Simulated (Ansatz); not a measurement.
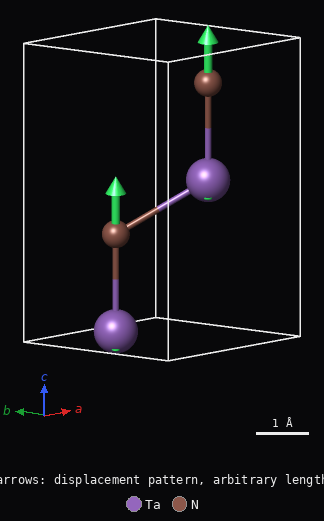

One vibrational mode of crystalline TaN at the zone centre. Displacements are drawn as green arrows; their common scale and sign are arbitrary. The picture is a ball-and-stick view of the cell of the calculation, seen from a free direction.

Computed with Ansatz, DFT PBEsol, scalar-relativistic, plane waves, PAW. Settings: plane-wave cutoff 420 eV; k-point mesh 18 × 18 × 8; occupations fermi dirac; smearing width 0.15 eV; no spin polarisation.

The frequencies depend somewhat on the k-mesh and the smearing.

**Give the symmetry, activity and frequency of this mode.**

This is the A₁ mode at 19.8 THz, the highest optical level, infrared- and Raman-active by symmetry. The N sublattice moves against the Ta sublattice, along c; it stretches the shortest N–Ta bonds (1.97 Å); the kinetic energy is shared as N 93 %, Ta 7 %. The crystal is a metal, so free carriers screen the infrared response.
